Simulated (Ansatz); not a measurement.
# Iron, bcc under LDA: testing the plane-wave cutoff, part 1 of 2

A convergence test of the plane-wave cutoff. The geometry was relaxed under LDA beforehand and stays fixed; 9 values are run, from 150 to 800 eV. Wanted are the values from which on the energy stays within 10 and 1 meV/atom, and the pressure within 0.5 GPa, of the last run. Within the series other settings stay, but some runs also write fields, which adds to their time. Spin polarisation is left out.

Method: DFT LDA, plane waves with PAW, scalar-relativistic, in Ansatz 0.2.0.

**1. Starting point**

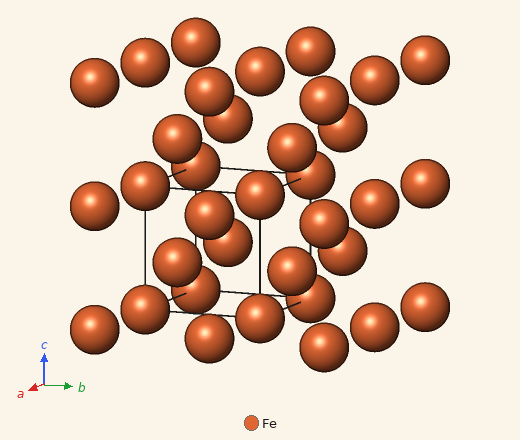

The structure, seen slightly off an axis (iron orange). 2×2×2 conventional cells are drawn; the run uses a primitive one. Any atoms on the faces are drawn again on the opposite ones.

Structure file:

```
Fe
1.0
    -1.34982    1.34982    1.34982
     1.34982   -1.34982    1.34982
     1.34982    1.34982   -1.34982
Fe
1
Direct
  0.00000 0.00000 0.00000
```

**2. The usual settings first**

The input, input.yaml:

```yaml
crystal:
  lattice:
    - [-1.3498227879, 1.3498227879, 1.3498227879]
    - [1.3498227879, -1.3498227879, 1.3498227879]
    - [1.3498227879, 1.3498227879, -1.3498227879]
  atoms:
    - { symbol: Fe, position: [0.0, 0.0, 0.0] }
hamiltonian:
  xc: lda
  pseudopotentials:
    kind: paw
    azcp:
      Fe: "pseudopotentials/Fe.paw.azcp"
basis:
  ecutwfc: 420
  fft_grid_basis: typed
kpoints:
  mp_grid: { grid: [27, 27, 27], shift: [0, 0, 0] }
magnetization:
  spin_polarized: false
scf:
  occupations: { method: fermi_dirac, width: 0.1 }
  lower_state_search: "off"
output:
  stress: true
  write_density: true
  write_potential: true
  elf: true
  volumetric_format: npy
```

Run with:

```bash
$ ansatz run input.yaml --threads 2 --pin off --max-ram 5120MiB --backend cpu --events-out ev --progress --plain --runs-dir out
```

The program printed (excerpt; [...] marks lines left out):

```text
Warning: <dir> the record states the generating functional pbe (its physics header spells it `PBE`), which answers neither for hamiltonian.xc's functional nor for the lda family's — results may be inconsistent (PPs are generated against a specific XC)
Warning: RAYON_NUM_THREADS=2 ignored (pool sized by the plan → 2); use --threads N
[...]
Pseudopotentials: kind: paw
Pseudopotential: Fe, paw, valence charge 16, recommended cutoff 420 eV (normal), <dir>
Functional definition: SPW92
[...]
Crystal: 1 atoms, lattice volume = 9.838 Å³
Basis set: ecut = 420 eV, 201 PW (Γ)
Bands: 12, of which v1, the nominal top of the filled ones, is band 8 counted from 1 (7 counted from 0)
Symmetry: 48 space group operations
Space group: Im-3m (ITA 229), of the structure as read, at distance tolerance 2.1e-5 Å
k-points: 560 of 19683
[...]
SCF iter   1: F=—  HF=-4419.712516 eV  |F-HF|=—  |Δ(HF+E_count)|=         —  Δρ=2.10e-2  dr2=2.07e-2  ethr=1.77e-3  ⟨swp⟩=4.9  Hψ=36023  notcnv=0
[...]
SCF iter   6: F=-4419.708382 eV  HF=-4419.708382 eV  |F-HF|=9.09e-13  |Δ(HF+E_count)|=  2.80e-10  Δρ=5.78e-7  dr2=1.65e-11  ethr=1.11e-11  ⟨swp⟩=5.2  Hψ=36589  notcnv=0
[...]
SCF converged after 6 iterations
Free energy (F): -4419.708382 eV
[...]
E sigma→0 (E₀):  -4419.660417 eV
Entropy (-TS):   -0.095931 eV (-95.931 meV/atom)
Fermi energy:    21.739204 eV
[...]
--- Stress (GPa, compression-positive) ---
        0.078852      -0.000000      -0.000000
       -0.000000       0.078852       0.000000
        0.000000      -0.000000       0.078852
  P = ⅓ Tr σ = 0.0789 GPa (0.789 kbar)
--- Band table (eV; the first three rows and the last of 560) ---
  k-point 0: bands = ["-64.8380", "-30.8660", "-30.8660", "-30.8660", "12.4022", "19.7656", "19.7656", "19.7656", "21.6779", "21.6779", "47.2809", "47.2809"]
[...]
```

Run time: 2.7 s. Hardware: 2 threads of Arm Neoverse V2, shared host; peak memory 0.35 GiB.

**3. Cutoff 150 eV**

The run at 150 eV.

input.yaml, as its differences from that of step 2:

```diff
@@ -14,6 +14,6 @@
 basis:
-  ecutwfc: 420
+  ecutwfc: 150
   fft_grid_basis: typed
 kpoints:
-  mp_grid: { grid: [27, 27, 27], shift: [0, 0, 0] }
+  mp_grid: { grid: [16, 16, 16], shift: [0, 0, 0] }
 magnetization:
```

Run with:

```bash
$ ansatz run input.yaml --threads 2 --pin off --max-ram 5120MiB --backend cpu --events-out ev --progress --plain --runs-dir out
```

The program printed (excerpt; [...] marks lines left out):

```text
Warning: basis.ecutwfc = 150 eV is below the records' recommended 420 eV, and the density's cutoff is lower with it unless basis.ecutrho_ratio is high enough to keep the records' density cutoff: compare with a run at a higher cutoff
Warning: <dir> the record states the generating functional pbe (its physics header spells it `PBE`), which answers neither for hamiltonian.xc's functional nor for the lda family's — results may be inconsistent (PPs are generated against a specific XC)
Warning: RAYON_NUM_THREADS=2 ignored (pool sized by the plan → 2); use --threads N
[...]
[... 3 set-up lines as earlier in the session ...]
[...]
Crystal: 1 atoms, lattice volume = 9.838 Å³
Basis set: ecut = 150 eV, 43 PW (Γ)
Bands: 12, of which v1, the nominal top of the filled ones, is band 8 counted from 1 (7 counted from 0)
[... 2 set-up lines as earlier in the session ...]
k-points: 145 of 4096
[...]
SCF iter   1: F=—  HF=-4358.344181 eV  |F-HF|=—  |Δ(HF+E_count)|=         —  Δρ=8.35e-1  dr2=3.12e1  ethr=1.77e-3  ⟨swp⟩=1.0  Hψ=5961  notcnv=0
[...]
SCF iter   7: F=-4339.401223 eV  HF=-4339.401223 eV  |F-HF|=7.40e-10  |Δ(HF+E_count)|=   6.85e-9  Δρ=3.42e-6  dr2=8.33e-10  ethr=3.27e-10  ⟨swp⟩=3.8  Hψ=6991  notcnv=0
the search or the solves at the SCF's close seem to have found levels that the self-consistency loop had missed (the run counts 2). By its estimate they hold under 1e-12 electrons; where the run keeps them, the occupations were computed again with them
[...]
SCF converged after 7 iterations
Free energy (F): -4339.401223 eV
[...]
E sigma→0 (E₀):  -4339.389040 eV
Entropy (-TS):   -0.024365 eV (-24.365 meV/atom)
Fermi energy:    23.995079 eV
[...]
--- Stress (GPa, compression-positive) ---
      486.095813      -0.000000      -0.000000
        0.000000     486.095813      -0.000000
        0.000000      -0.000000     486.095813
  P = ⅓ Tr σ = 486.0958 GPa (4860.958 kbar)
--- Band table (eV; the first three rows and the last of 145) ---
  k-point 0: bands = ["-75.1442", "-38.5242", "-38.5242", "-38.5242", "12.2571", "18.2327", "18.2327", "18.2327", "22.1946", "22.1946", "48.2408", "48.2408"]
[...]
```

It took 0.55 s on 2 threads of Arm Neoverse V2, shared host; peak memory 0.25 GiB.

**4. Cutoff 200 eV**

The run at 200 eV.

input.yaml, as its differences from that of step 3:

```diff
@@ -14,3 +14,3 @@
 basis:
-  ecutwfc: 150
+  ecutwfc: 200
   fft_grid_basis: typed
@@ -25,5 +25 @@
   stress: true
-  write_density: true
-  write_potential: true
-  elf: true
-  volumetric_format: npy
```

Run with:

```bash
$ ansatz run input.yaml --threads 2 --pin off --max-ram 5120MiB --backend cpu --events-out ev --progress --plain --runs-dir out
```

The program printed (excerpt; [...] marks lines left out):

```text
Warning: basis.ecutwfc = 200 eV is below the records' recommended 420 eV, and the density's cutoff is lower with it unless basis.ecutrho_ratio is high enough to keep the records' density cutoff: compare with a run at a higher cutoff
Warning: <dir> the record states the generating functional pbe (its physics header spells it `PBE`), which answers neither for hamiltonian.xc's functional nor for the lda family's — results may be inconsistent (PPs are generated against a specific XC)
Warning: RAYON_NUM_THREADS=2 ignored (pool sized by the plan → 2); use --threads N
[...]
[... 3 set-up lines as earlier in the session ...]
[...]
Crystal: 1 atoms, lattice volume = 9.838 Å³
Basis set: ecut = 200 eV, 55 PW (Γ)
Bands: 12, of which v1, the nominal top of the filled ones, is band 8 counted from 1 (7 counted from 0)
[... 2 set-up lines as earlier in the session ...]
k-points: 145 of 4096
[...]
SCF iter   1: F=—  HF=-4405.681280 eV  |F-HF|=—  |Δ(HF+E_count)|=         —  Δρ=2.44e-1  dr2=2.16e0  ethr=1.77e-3  ⟨swp⟩=3.4  Hψ=7886  notcnv=0
[...]
SCF iter   6: F=-4403.670008 eV  HF=-4403.670008 eV  |F-HF|=2.49e-10  |Δ(HF+E_count)|=  1.60e-10  Δρ=3.10e-6  dr2=5.60e-10  ethr=2.19e-10  ⟨swp⟩=1.4  Hψ=5342  notcnv=0
[...]
SCF converged after 6 iterations
Free energy (F): -4403.670008 eV
[...]
E sigma→0 (E₀):  -4403.621095 eV
Entropy (-TS):   -0.097827 eV (-97.827 meV/atom)
Fermi energy:    21.101498 eV
[...]
--- Stress (GPa, compression-positive) ---
      -85.284529       0.000000      -0.000000
        0.000000     -85.284529       0.000000
        0.000000      -0.000000     -85.284529
  P = ⅓ Tr σ = -85.2845 GPa (-852.845 kbar)
```

Run time: 0.45 s. Hardware: 2 threads of Arm Neoverse V2, shared host; peak memory 0.25 GiB.

**5. Cutoff 250 eV**

The run at 250 eV.

input.yaml, as its differences from that of step 4:

```diff
@@ -14,3 +14,3 @@
 basis:
-  ecutwfc: 200
+  ecutwfc: 250
   fft_grid_basis: typed
```

Run with:

```bash
$ ansatz run input.yaml --threads 2 --pin off --max-ram 5120MiB --backend cpu --events-out ev --progress --plain --runs-dir out
```

The program printed (excerpt; [...] marks lines left out):

```text
Warning: basis.ecutwfc = 250 eV is below the records' recommended 420 eV, and the density's cutoff is lower with it unless basis.ecutrho_ratio is high enough to keep the records' density cutoff: compare with a run at a higher cutoff
Warning: <dir> the record states the generating functional pbe (its physics header spells it `PBE`), which answers neither for hamiltonian.xc's functional nor for the lda family's — results may be inconsistent (PPs are generated against a specific XC)
Warning: RAYON_NUM_THREADS=2 ignored (pool sized by the plan → 2); use --threads N
[...]
[... 3 set-up lines as earlier in the session ...]
[...]
Crystal: 1 atoms, lattice volume = 9.838 Å³
Basis set: ecut = 250 eV, 87 PW (Γ)
Bands: 12, of which v1, the nominal top of the filled ones, is band 8 counted from 1 (7 counted from 0)
[... 2 set-up lines as earlier in the session ...]
k-points: 145 of 4096
[...]
SCF iter   1: F=—  HF=-4416.795034 eV  |F-HF|=—  |Δ(HF+E_count)|=         —  Δρ=6.43e-2  dr2=1.26e-1  ethr=1.77e-3  ⟨swp⟩=4.0  Hψ=8490  notcnv=0
[...]
SCF iter   6: F=-4416.536108 eV  HF=-4416.536108 eV  |F-HF|=1.88e-10  |Δ(HF+E_count)|=   3.20e-8  Δρ=2.64e-6  dr2=3.58e-10  ethr=6.25e-10  ⟨swp⟩=3.2  Hψ=4848  notcnv=0
[...]
SCF converged after 6 iterations
Free energy (F): -4416.536108 eV
[...]
E sigma→0 (E₀):  -4416.489945 eV
Entropy (-TS):   -0.092326 eV (-92.326 meV/atom)
Fermi energy:    21.412336 eV
[...]
--- Stress (GPa, compression-positive) ---
        7.882767      -0.000000       0.000000
       -0.000000       7.882767       0.000000
       -0.000000      -0.000000       7.882767
  P = ⅓ Tr σ = 7.8828 GPa (78.828 kbar)
```

It took 0.47 s on 2 threads of Arm Neoverse V2, shared host; peak memory 0.25 GiB.

**6. Cutoff 300 eV**

The run at 300 eV.

input.yaml, as its differences from that of step 5:

```diff
@@ -14,3 +14,3 @@
 basis:
-  ecutwfc: 250
+  ecutwfc: 300
   fft_grid_basis: typed
```

Run with:

```bash
$ ansatz run input.yaml --threads 2 --pin off --max-ram 5120MiB --backend cpu --events-out ev --progress --plain --runs-dir out
```

The program printed (excerpt; [...] marks lines left out):

```text
Warning: basis.ecutwfc = 300 eV is below the records' recommended 420 eV, and the density's cutoff is lower with it unless basis.ecutrho_ratio is high enough to keep the records' density cutoff: compare with a run at a higher cutoff
Warning: <dir> the record states the generating functional pbe (its physics header spells it `PBE`), which answers neither for hamiltonian.xc's functional nor for the lda family's — results may be inconsistent (PPs are generated against a specific XC)
Warning: RAYON_NUM_THREADS=2 ignored (pool sized by the plan → 2); use --threads N
[...]
[... 3 set-up lines as earlier in the session ...]
[...]
Crystal: 1 atoms, lattice volume = 9.838 Å³
Basis set: ecut = 300 eV, 135 PW (Γ)
Bands: 12, of which v1, the nominal top of the filled ones, is band 8 counted from 1 (7 counted from 0)
[... 2 set-up lines as earlier in the session ...]
k-points: 145 of 4096
[...]
SCF iter   1: F=—  HF=-4419.244083 eV  |F-HF|=—  |Δ(HF+E_count)|=         —  Δρ=2.09e-2  dr2=1.50e-2  ethr=1.77e-3  ⟨swp⟩=4.4  Hψ=8484  notcnv=0
[...]
SCF iter   6: F=-4419.209766 eV  HF=-4419.209766 eV  |F-HF|=1.46e-11  |Δ(HF+E_count)|=  9.71e-10  Δρ=1.16e-6  dr2=6.59e-11  ethr=2.25e-11  ⟨swp⟩=1.9  Hψ=5396  notcnv=0
[...]
SCF converged after 6 iterations
Free energy (F): -4419.209766 eV
[...]
E sigma→0 (E₀):  -4419.160591 eV
Entropy (-TS):   -0.098350 eV (-98.350 meV/atom)
Fermi energy:    21.648211 eV
[...]
--- Stress (GPa, compression-positive) ---
        6.374963      -0.000000       0.000000
       -0.000000       6.374963       0.000000
        0.000000      -0.000000       6.374963
  P = ⅓ Tr σ = 6.3750 GPa (63.750 kbar)
```

Wall time 0.51 s (2 threads of Arm Neoverse V2, shared host); peak memory 0.26 GiB.

(Continued in part 2 of 2.)
